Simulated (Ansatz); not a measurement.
## Single-point calculation of Mg87Zn21O108 (part 2 of 4)

The same run, continued: Mg87Zn21O108 (P1, 216 atoms in the cell); DFT, HSE06 with spin-orbit coupling, PAW, plane waves (Ansatz 0.2.0); cutoff 420 eV, 1×1×1 k-mesh, Fermi–Dirac smearing of 0.01 eV. The structure was built on a prototype by a generator; it need not be a known phase.

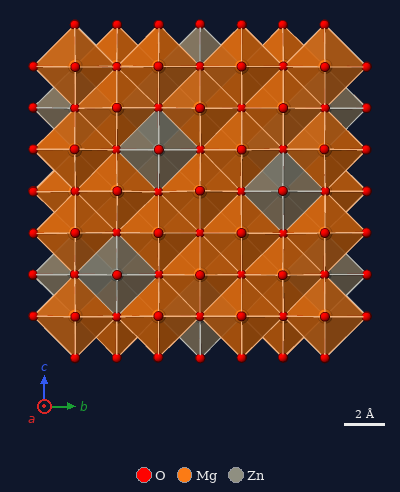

*The input geometry (polyhedral view of the cell of the calculation, along the a axis; polyhedra are completed across the faces of the cell).*

**The program's output, continued**
```
SCF iter   1: F=—  HF=-298625.370043 eV  |F-HF|=—  |Δ(HF+E_count)|=         —  Δρ=8.47e-2  dr2=7.77e1  dr2_m=0.00e0 (ungated)  ethr=1.00e-1  |M|=0.00e0 ∫|m|=0.00e0 μB  |m|>n=0.0e0 m-floor=0.0e0 τ_xc=0.0e0  β_m=0.30  ⟨swp⟩=5.0  Hψ=7460  notcnv=0
preconditioner: auto → none  [insulator: Δε(μ)=3.104 eV  Ē_g=15.491 eV  σ=0.010 eV  W_gap=1.00  n_scr=618 (ndim 8)  ℏωp=27.0 eV  f_vac=0.000  D(μ)=0.00/eV (n_scr^D=0)]
SCF iter   2: F=—  HF=-298611.512688 eV  |F-HF|=—  |Δ(HF+E_count)|=    1.39e1  Δρ=4.69e-2  dr2=2.36e1  dr2_m=0.00e0 (ungated)  ethr=4.39e-3  |M|=0.00e0 ∫|m|=0.00e0 μB  |m|>n=0.0e0 m-floor=0.0e0 τ_xc=0.0e0  β_m=0.44  ⟨swp⟩=13.0  Hψ=5859  notcnv=0
SCF iter   3: F=—  HF=-298611.458229 eV  |F-HF|=—  |Δ(HF+E_count)|=   5.45e-2  Δρ=1.81e-2  dr2=3.84e0  dr2_m=0.00e0 (ungated)  ethr=1.33e-3  |M|=0.00e0 ∫|m|=0.00e0 μB  |m|>n=0.0e0 m-floor=0.0e0 τ_xc=0.0e0  β_m=0.45  ⟨swp⟩=6.0  Hψ=5792  notcnv=0
SCF iter   4: F=—  HF=-298612.054564 eV  |F-HF|=—  |Δ(HF+E_count)|=   5.96e-1  Δρ=5.36e-3  dr2=4.05e-1  dr2_m=0.00e0 (ungated)  ethr=2.17e-4  |M|=0.00e0 ∫|m|=0.00e0 μB  |m|>n=0.0e0 m-floor=0.0e0 τ_xc=0.0e0  β_m=0.47  ⟨swp⟩=13.0  Hψ=6577  notcnv=0  defer=84
SCF iter   5: F=—  HF=-298612.202048 eV  |F-HF|=—  |Δ(HF+E_count)|=   1.47e-1  Δρ=2.17e-3  dr2=6.27e-2  dr2_m=0.00e0 (ungated)  ethr=2.29e-5  |M|=0.00e0 ∫|m|=0.00e0 μB  |m|>n=0.0e0 m-floor=0.0e0 τ_xc=0.0e0  β_m=0.47  ⟨swp⟩=12.0  Hψ=5980  notcnv=0  defer=84
SCF iter   6: F=—  HF=-298612.220323 eV  |F-HF|=—  |Δ(HF+E_count)|=   1.83e-2  Δρ=8.76e-4  dr2=1.12e-2  dr2_m=0.00e0 (ungated)  ethr=3.54e-6  |M|=0.00e0 ∫|m|=0.00e0 μB  |m|>n=0.0e0 m-floor=0.0e0 τ_xc=0.0e0  β_m=0.48  ⟨swp⟩=7.0  Hψ=6398  notcnv=0  defer=86
SCF iter   7: F=—  HF=-298612.222781 eV  |F-HF|=—  |Δ(HF+E_count)|=   2.46e-3  Δρ=2.73e-4  dr2=1.25e-3  dr2_m=0.00e0 (ungated)  ethr=6.31e-7  |M|=0.00e0 ∫|m|=0.00e0 μB  |m|>n=0.0e0 m-floor=0.0e0 τ_xc=0.0e0  β_m=0.48  ⟨swp⟩=7.0  Hψ=5932  notcnv=0  defer=86
SCF iter   8: F=-298612.222811 eV  HF=-298612.222956 eV  |F-HF|=1.46e-4  |Δ(HF+E_count)|=   1.75e-4  Δρ=1.19e-4  dr2=2.11e-4  dr2_m=0.00e0 (ungated)  ethr=7.04e-8  |M|=0.00e0 ∫|m|=0.00e0 μB  |m|>n=0.0e0 m-floor=0.0e0 τ_xc=0.0e0  ⟨swp⟩=7.0  Hψ=5445  notcnv=0  defer=79
SCF 1 stopped early in 8 iterations: F = -298612.222811 eV  dr2 = 2.11e-4
  greatest PAW one-centre occupation: 1.000 electrons in one spin orbital (limit 2), on the Mg atom at site 151 (counted from 0), in its partial waves of l = 0
Projection manifold: j_resolved (fully-relativistic pseudo-atomic orbitals)
Initial density: handed on by an earlier stage of this run
Initial wavefunctions: those handed on with the density
Functional: x = pbe(κ = 0.804, μ = 0.2195149727645171) + 0.25 (exact − pbe) at short range (hse, ω = 0.20786987370883472 Å⁻¹), c = pbe(β = 0.06672455060314922); HSE06 as pw.x's `hse` composes it (authors' and Libxc's form: `xc: wpbeh`)
Exchange kernel: α = 0.2500, screened, ω = 0.2079 Å⁻¹, Wigner–Seitz truncation, v(0) = 995.1257 eV·Å³, q-mesh 1×1×1, nearest image of the exchange supercell L = 12.67 Å, pair-density grid 64×64×64, without the augmentation charges, whose exchange is taken in its separable form (sized by the pseudopotential files, 90×90×90 at the most), smooth part of the exchange summed in real space on grids 88×8
Frozen-core exchange: fock
SCF iter   1: F=—  HF=-298614.898979 eV  |F-HF|=—  |Δ(HF+E_count)|=         —  Δρ=1.40e-2  dr2=1.97e0  dr2_m=0.00e0 (ungated)  ethr=1.19e-7  |M|=0.00e0 ∫|m|=0.00e0 μB  |m|>n=0.0e0 m-floor=0.0e0 τ_xc=0.0e0  β_m=0.30  ⟨swp⟩=15.0  Hψ=12290  notcnv=0
preconditioner: auto → none  [insulator: Δε(μ)=5.233 eV  Ē_g=17.958 eV  σ=0.010 eV  W_gap=1.00  n_scr=618 (ndim 8)  ℏωp=27.0 eV  f_vac=0.000  D(μ)=0.00/eV (n_scr^D=0)]
SCF iter   2: F=—  HF=-298614.196705 eV  |F-HF|=—  |Δ(HF+E_count)|=   7.02e-1  Δρ=4.60e-3  dr2=2.70e-1  dr2_m=0.00e0 (ungated)  ethr=1.19e-7  |M|=0.00e0 ∫|m|=0.00e0 μB  |m|>n=0.0e0 m-floor=0.0e0 τ_xc=0.0e0  β_m=0.43  ⟨swp⟩=5.0  Hψ=9148  notcnv=0
SCF iter   3: F=—  HF=-298614.738353 eV  |F-HF|=—  |Δ(HF+E_count)|=   5.42e-1  Δρ=2.75e-3  dr2=8.30e-2  dr2_m=0.00e0 (ungated)  ethr=1.19e-7  |M|=0.00e0 ∫|m|=0.00e0 μB  |m|>n=0.0e0 m-floor=0.0e0 τ_xc=0.0e0  β_m=0.43  ⟨swp⟩=6.0  Hψ=9094  notcnv=0
SCF iter   4: F=—  HF=-298614.717675 eV  |F-HF|=—  |Δ(HF+E_count)|=   2.07e-2  Δρ=7.58e-4  dr2=7.39e-3  dr2_m=0.00e0 (ungated)  ethr=1.19e-7  |M|=0.00e0 ∫|m|=0.00e0 μB  |m|>n=0.0e0 m-floor=0.0e0 τ_xc=0.0e0  β_m=0.52  ⟨swp⟩=4.0  Hψ=7210  notcnv=0
SCF iter   5: F=—  HF=-298614.722679 eV  |F-HF|=—  |Δ(HF+E_count)|=   5.00e-3  Δρ=2.51e-4  dr2=1.32e-3  dr2_m=0.00e0 (ungated)  ethr=1.19e-7  |M|=0.00e0 ∫|m|=0.00e0 μB  |m|>n=0.0e0 m-floor=0.0e0 τ_xc=0.0e0  β_m=0.52  ⟨swp⟩=6.0  Hψ=7280  notcnv=0
iter 6 solved again at ethr=6.17e-9 eV; its pass at ethr=6.18e-8 eV (dr2=1.09e-4 eV) is discarded
SCF iter   6: F=-298614.722312 eV  HF=-298614.722402 eV  |F-HF|=8.95e-5  |Δ(HF+E_count)|=   2.77e-4  Δρ=7.89e-5  dr2=1.31e-4  dr2_m=0.00e0 (ungated)  ethr=6.17e-9  |M|=0.00e0 ∫|m|=0.00e0 μB  |m|>n=0.0e0 m-floor=0.0e0 τ_xc=0.0e0  ⟨swp⟩=3.0  Hψ=8710  notcnv=0
SCF 2 stopped early in 6 iterations: F = -298614.722312 eV  dr2 = 1.31e-4
  Residual-converged pass: ⟨swp⟩=3.0  Hψ=5402  notcnv=0  max |occ|·‖R‖ = 4.5e-6 eV (tolerance 6.7e-6 eV)  dr2=1.33e-4  dr2_m=0.00e0 (ungated)  dr2_onsite=1.21e-5  max |Δocc| = 0.0e0
hybrid outer 1: dexx = +5.713e-1 eV, tail = 2.89e-3 eV
Projection manifold: j_resolved (fully-relativistic pseudo-atomic orbitals)
SCF iter   1: F=—  HF=-298614.706558 eV  |F-HF|=—  |Δ(HF+E_count)|=         —  Δρ=6.73e-5  dr2=6.43e-5  dr2_m=0.00e0 (ungated)  ethr=8.16e-7  |M|=0.00e0 ∫|m|=0.00e0 μB  |m|>n=0.0e0 m-floor=0.0e0 τ_xc=0.0e0  β_m=0.30  ⟨swp⟩=12.0  Hψ=5545  notcnv=0
preconditioner: auto → none  [insulator: Δε(μ)=5.238 eV  Ē_g=17.886 eV  σ=0.010 eV  W_gap=1.00  n_scr=618 (ndim 8)  ℏωp=27.0 eV  f_vac=0.000  D(μ)=0.00/eV (n_scr^D=0)]
SCF iter   2: F=—  HF=-298614.706600 eV  |F-HF|=—  |Δ(HF+E_count)|=   4.26e-5  Δρ=3.66e-5  dr2=2.06e-5  dr2_m=0.00e0 (ungated)  ethr=3.42e-9  |M|=0.00e0 ∫|m|=0.00e0 μB  |m|>n=0.0e0 m-floor=0.0e0 τ_xc=0.0e0  β_m=0.30  ⟨swp⟩=7.0  Hψ=7211  notcnv=0  defer=1
SCF iter   3: F=—  HF=-298614.706596 eV  |F-HF|=—  |Δ(HF+E_count)|=   4.22e-6  Δρ=1.59e-5  dr2=2.07e-6  dr2_m=0.00e0 (ungated)  ethr=1.06e-9  |M|=0.00e0 ∫|m|=0.00e0 μB  |m|>n=0.0e0 m-floor=0.0e0 τ_xc=0.0e0  β_m=0.48  ⟨swp⟩=3.0  Hψ=4587  notcnv=0
SCF iter   4: F=—  HF=-298614.706600 eV  |F-HF|=—  |Δ(HF+E_count)|=   4.04e-6  Δρ=9.60e-6  dr2=1.40e-6  dr2_m=0.00e0 (ungated)  ethr=1.03e-10  |M|=0.00e0 ∫|m|=0.00e0 μB  |m|>n=0.0e0 m-floor=0.0e0 τ_xc=0.0e0  β_m=0.48  ⟨swp⟩=13.0  Hψ=7196  notcnv=0  defer=36
SCF iter   5: F=—  HF=-298614.706600 eV  |F-HF|=—  |Δ(HF+E_count)|=   3.61e-7  Δρ=2.76e-6  dr2=1.00e-7  dr2_m=0.00e0 (ungated)  ethr=7.76e-11  |M|=0.00e0 ∫|m|=0.00e0 μB  |m|>n=0.0e0 m-floor=0.0e0 τ_xc=0.0e0  β_m=0.50  ⟨swp⟩=3.0  Hψ=4536  notcnv=0
SCF iter   6: F=-298614.706600 eV  HF=-298614.706600 eV  |F-HF|=1.22e-9  |Δ(HF+E_count)|=   7.74e-9  Δρ=9.78e-7  dr2=1.83e-8  dr2_m=0.00e0 (ungated)  ethr=3.46e-11 (applied; sched 4.30e-12)  |M|=0.00e0 ∫|m|=0.00e0 μB  |m|>n=0.0e0 m-floor=0.0e0 τ_xc=0.0e0  ⟨swp⟩=3.0  Hψ=4050  notcnv=0
SCF 3 converged in 6 iterations: F = -298614.706600 eV  dr2 = 1.83e-8
  Residual-converged pass: ⟨swp⟩=3.0  Hψ=4001  notcnv=0  max |occ|·‖R‖ = 4.4e-6 eV (tolerance 4.6e-6 eV)  dr2=1.99e-8  dr2_m=0.00e0 (ungated)  dr2_onsite=1.05e-9  max |Δocc| = 0.0e0
```

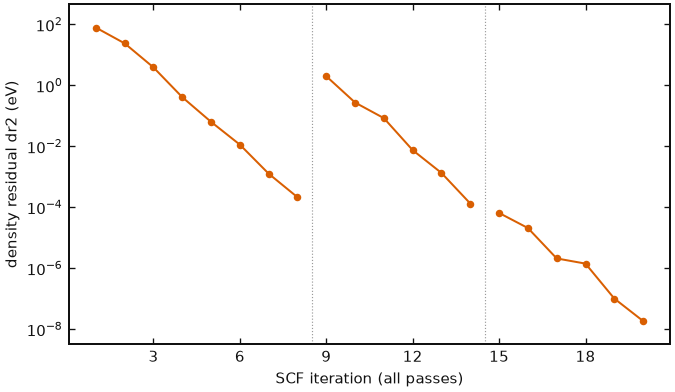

*Convergence of the self-consistent field: density residual dr2 against the SCF iteration. The run starts with a semilocal functional; after that each stretch between dotted lines is one SCF of the hybrid functional between two exact rebuilds of the exchange operator by the outer loop. Early passes are stopped at a loose threshold.*

The passes take 8, 6 and 6 iterations.

```
hybrid outer 2: dexx = +2.331e-5 eV, tail = 4.64e-7 eV, Δε = 2.26e-3 eV (about 4.94e-5 eV left of the loop's levels), ΔF = 7.77e-3 eV/Å (tail 8.91e-4)
NSCF: frozen V_eff on 1 k-points
hybrid SCF converged: 2 outer / 12 inner (+8 warm-up), last move |dexx| = 2.33e-5 eV, tail = 4.64e-7 eV
Magnetization: |M| = 0.0000 μB,  M = (+0.0000, +0.0000, +0.0000) μB
Absolute magnetization: 0.0000 μB (∫|m|)
  site 0: m = (+0.0000, +0.0000, +0.0000) μB, |m| = 0.0000 μB  (R = 0.86 Å)
  site 1: m = (+0.0000, +0.0000, +0.0000) μB, |m| = 0.0000 μB  (R = 0.87 Å)
  site 2: m = (+0.0000, +0.0000, +0.0000) μB, |m| = 0.0000 μB  (R = 0.86 Å)
  site 3: m = (+0.0000, +0.0000, +0.0000) μB, |m| = 0.0000 μB  (R = 0.87 Å)
  site 4: m = (+0.0000, +0.0000, +0.0000) μB, |m| = 0.0000 μB  (R = 0.87 Å)
  site 5: m = (+0.0000, +0.0000, +0.0000) μB, |m| = 0.0000 μB  (R = 0.86 Å)
  site 6: m = (+0.0000, +0.0000, +0.0000) μB, |m| = 0.0000 μB  (R = 0.87 Å)
  site 7: m = (+0.0000, +0.0000, +0.0000) μB, |m| = 0.0000 μB  (R = 0.87 Å)
  site 8: m = (+0.0000, +0.0000, +0.0000) μB, |m| = 0.0000 μB  (R = 0.87 Å)
  site 9: m = (+0.0000, +0.0000, +0.0000) μB, |m| = 0.0000 μB  (R = 0.86 Å)
  site 10: m = (+0.0000, +0.0000, +0.0000) μB, |m| = 0.0000 μB  (R = 0.86 Å)
  site 11: m = (+0.0000, +0.0000, +0.0000) μB, |m| = 0.0000 μB  (R = 0.87 Å)
  site 12: m = (+0.0000, +0.0000, +0.0000) μB, |m| = 0.0000 μB  (R = 0.87 Å)
  site 13: m = (+0.0000, +0.0000, +0.0000) μB, |m| = 0.0000 μB  (R = 0.87 Å)
  site 14: m = (+0.0000, +0.0000, +0.0000) μB, |m| = 0.0000 μB  (R = 0.86 Å)
  site 15: m = (+0.0000, +0.0000, +0.0000) μB, |m| = 0.0000 μB  (R = 0.87 Å)
  site 16: m = (+0.0000, +0.0000, +0.0000) μB, |m| = 0.0000 μB  (R = 0.87 Å)
  site 17: m = (+0.0000, +0.0000, +0.0000) μB, |m| = 0.0000 μB  (R = 0.87 Å)
  site 18: m = (+0.0000, +0.0000, +0.0000) μB, |m| = 0.0000 μB  (R = 0.86 Å)
  site 19: m = (+0.0000, +0.0000, +0.0000) μB, |m| = 0.0000 μB  (R = 0.86 Å)
  site 20: m = (+0.0000, +0.0000, +0.0000) μB, |m| = 0.0000 μB  (R = 0.86 Å)
  site 21: m = (+0.0000, +0.0000, +0.0000) μB, |m| = 0.0000 μB  (R = 0.86 Å)
  site 22: m = (+0.0000, +0.0000, +0.0000) μB, |m| = 0.0000 μB  (R = 0.87 Å)
  site 23: m = (+0.0000, +0.0000, +0.0000) μB, |m| = 0.0000 μB  (R = 0.86 Å)
  site 24: m = (+0.0000, +0.0000, +0.0000) μB, |m| = 0.0000 μB  (R = 0.87 Å)
  site 25: m = (+0.0000, +0.0000, +0.0000) μB, |m| = 0.0000 μB  (R = 0.87 Å)
  site 26: m = (+0.0000, +0.0000, +0.0000) μB, |m| = 0.0000 μB  (R = 0.87 Å)
  site 27: m = (+0.0000, +0.0000, +0.0000) μB, |m| = 0.0000 μB  (R = 0.87 Å)
  site 28: m = (+0.0000, +0.0000, +0.0000) μB, |m| = 0.0000 μB  (R = 0.86 Å)
  site 29: m = (+0.0000, +0.0000, +0.0000) μB, |m| = 0.0000 μB  (R = 0.86 Å)
  site 30: m = (+0.0000, +0.0000, +0.0000) μB, |m| = 0.0000 μB  (R = 0.87 Å)
  site 31: m = (+0.0000, +0.0000, +0.0000) μB, |m| = 0.0000 μB  (R = 0.86 Å)
  site 32: m = (+0.0000, +0.0000, +0.0000) μB, |m| = 0.0000 μB  (R = 0.87 Å)
  site 33: m = (+0.0000, +0.0000, +0.0000) μB, |m| = 0.0000 μB  (R = 0.87 Å)
  site 34: m = (+0.0000, +0.0000, +0.0000) μB, |m| = 0.0000 μB  (R = 0.86 Å)
  site 35: m = (+0.0000, +0.0000, +0.0000) μB, |m| = 0.0000 μB  (R = 0.86 Å)
  site 36: m = (+0.0000, +0.0000, +0.0000) μB, |m| = 0.0000 μB  (R = 0.87 Å)
  site 37: m = (+0.0000, +0.0000, +0.0000) μB, |m| = 0.0000 μB  (R = 0.87 Å)
  site 38: m = (+0.0000, +0.0000, +0.0000) μB, |m| = 0.0000 μB  (R = 0.87 Å)
  site 39: m = (+0.0000, +0.0000, +0.0000) μB, |m| = 0.0000 μB  (R = 0.87 Å)
  site 40: m = (+0.0000, +0.0000, +0.0000) μB, |m| = 0.0000 μB  (R = 0.86 Å)
  site 41: m = (+0.0000, +0.0000, +0.0000) μB, |m| = 0.0000 μB  (R = 0.86 Å)
  site 42: m = (+0.0000, +0.0000, +0.0000) μB, |m| = 0.0000 μB  (R = 0.87 Å)
  site 43: m = (+0.0000, +0.0000, +0.0000) μB, |m| = 0.0000 μB  (R = 0.87 Å)
  site 44: m = (+0.0000, +0.0000, +0.0000) μB, |m| = 0.0000 μB  (R = 0.87 Å)
  site 45: m = (+0.0000, +0.0000, +0.0000) μB, |m| = 0.0000 μB  (R = 0.87 Å)
  site 46: m = (+0.0000, +0.0000, +0.0000) μB, |m| = 0.0000 μB  (R = 0.87 Å)
  site 47: m = (+0.0000, +0.0000, +0.0000) μB, |m| = 0.0000 μB  (R = 0.87 Å)
  site 48: m = (+0.0000, +0.0000, +0.0000) μB, |m| = 0.0000 μB  (R = 0.86 Å)
  site 49: m = (+0.0000, +0.0000, +0.0000) μB, |m| = 0.0000 μB  (R = 0.87 Å)
  site 50: m = (+0.0000, +0.0000, +0.0000) μB, |m| = 0.0000 μB  (R = 0.86 Å)
  site 51: m = (+0.0000, +0.0000, +0.0000) μB, |m| = 0.0000 μB  (R = 0.87 Å)
  site 52: m = (+0.0000, +0.0000, +0.0000) μB, |m| = 0.0000 μB  (R = 0.86 Å)
  site 53: m = (+0.0000, +0.0000, +0.0000) μB, |m| = 0.0000 μB  (R = 0.86 Å)
  site 54: m = (+0.0000, +0.0000, +0.0000) μB, |m| = 0.0000 μB  (R = 0.87 Å)
  site 55: m = (+0.0000, +0.0000, +0.0000) μB, |m| = 0.0000 μB  (R = 0.87 Å)
  site 56: m = (+0.0000, +0.0000, +0.0000) μB, |m| = 0.0000 μB  (R = 0.86 Å)
  site 57: m = (+0.0000, +0.0000, +0.0000) μB, |m| = 0.0000 μB  (R = 0.86 Å)
  site 58: m = (+0.0000, +0.0000, +0.0000) μB, |m| = 0.0000 μB  (R = 0.87 Å)
  site 59: m = (+0.0000, +0.0000, +0.0000) μB, |m| = 0.0000 μB  (R = 0.87 Å)
  site 60: m = (+0.0000, +0.0000, +0.0000) μB, |m| = 0.0000 μB  (R = 0.86 Å)
  site 61: m = (+0.0000, +0.0000, +0.0000) μB, |m| = 0.0000 μB  (R = 0.87 Å)
  site 62: m = (+0.0000, +0.0000, +0.0000) μB, |m| = 0.0000 μB  (R = 0.87 Å)
  site 63: m = (+0.0000, +0.0000, +0.0000) μB, |m| = 0.0000 μB  (R = 0.86 Å)
  site 64: m = (+0.0000, +0.0000, +0.0000) μB, |m| = 0.0000 μB  (R = 0.86 Å)
  site 65: m = (+0.0000, +0.0000, +0.0000) μB, |m| = 0.0000 μB  (R = 0.87 Å)
  site 66: m = (+0.0000, +0.0000, +0.0000) μB, |m| = 0.0000 μB  (R = 0.86 Å)
  site 67: m = (+0.0000, +0.0000, +0.0000) μB, |m| = 0.0000 μB  (R = 0.87 Å)
  site 68: m = (+0.0000, +0.0000, +0.0000) μB, |m| = 0.0000 μB  (R = 0.87 Å)
  site 69: m = (+0.0000, +0.0000, +0.0000) μB, |m| = 0.0000 μB  (R = 0.86 Å)
  site 70: m = (+0.0000, +0.0000, +0.0000) μB, |m| = 0.0000 μB  (R = 0.87 Å)
  site 71: m = (+0.0000, +0.0000, +0.0000) μB, |m| = 0.0000 μB  (R = 0.87 Å)
  site 72: m = (+0.0000, +0.0000, +0.0000) μB, |m| = 0.0000 μB  (R = 0.86 Å)
  site 73: m = (+0.0000, +0.0000, +0.0000) μB, |m| = 0.0000 μB  (R = 0.87 Å)
  site 74: m = (+0.0000, +0.0000, +0.0000) μB, |m| = 0.0000 μB  (R = 0.86 Å)
  site 75: m = (+0.0000, +0.0000, +0.0000) μB, |m| = 0.0000 μB  (R = 0.87 Å)
  site 76: m = (+0.0000, +0.0000, +0.0000) μB, |m| = 0.0000 μB  (R = 0.87 Å)
  site 77: m = (+0.0000, +0.0000, +0.0000) μB, |m| = 0.0000 μB  (R = 0.87 Å)
  site 78: m = (+0.0000, +0.0000, +0.0000) μB, |m| = 0.0000 μB  (R = 0.87 Å)
  site 79: m = (+0.0000, +0.0000, +0.0000) μB, |m| = 0.0000 μB  (R = 0.86 Å)
```
